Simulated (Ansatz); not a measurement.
Si (slab)

Input

```
crystal:
  lattice:
    - [3.8677060743, 0.0, 0.0]
    - [0.0, 3.8677060743, 0.0]
    - [0.0, 0.0, 30.4953826402]
  atoms:
    - { symbol: Si, position: [0.0, 0.5, 0.2408064008] }
    - { symbol: Si, position: [0.0, 0.0, 0.2863492607] }
    - { symbol: Si, position: [0.5, 0.0, 0.3313147983] }
    - { symbol: Si, position: [0.5, 0.5, 0.3757600409] }
    - { symbol: Si, position: [0.0, 0.5, 0.422006342] }
    - { symbol: Si, position: [0.0, 0.0, 0.4618890336] }
basis:
  ecutwfc: 420
kpoints:
  mp_grid: { grid: [7, 7, 1] }
hamiltonian:
  xc: pbe
scf:
  occupations: { method: gaussian, width: 0.05 }
output:
  forces: true
  stress: true
  eigenvalues: true
  write_density: true
  write_potential: true
  elf: true
  volumetric_format: npy
efield:
  axis: 3
  dipole_correction: true
  ramp_width: 0.04
```

Launched as:

```sh
ansatz run input.yaml --threads 4 --pin off --max-ram 10240MiB --backend cpu --events-out ev --progress --plain --runs-dir out
```

Not relaxed (largest force 0.9 eV/Å).

Theory: DFT PBE, scalar-relativistic, plane waves, PAW in Ansatz.

**What can the converged valence pseudo-density and electron localisation function tell about the bonding?**

Si–Si (2.28 Å): ρ at the midpoint is about 0.6 e/Å³; the ELF peaks at about 0.95 between the atoms.
Si–Si (2.38 Å): ρ is about 0.54 e/Å³ halfway; the ELF peaks at about 0.95 between the atoms.

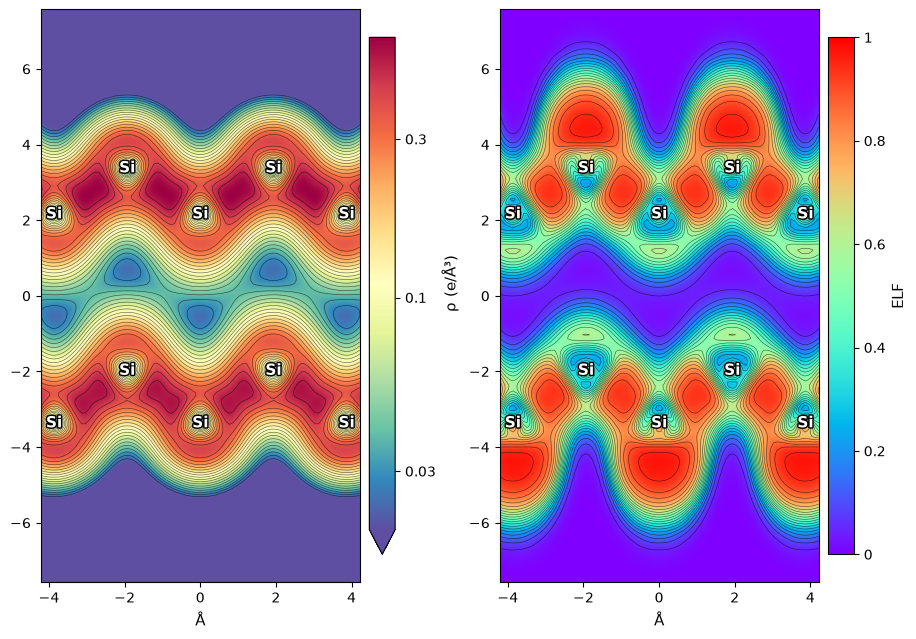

Computed valence pseudo-density and electron localisation function on the (100) plane of the calculation cell, a cut from vacuum to vacuum, in this order. 
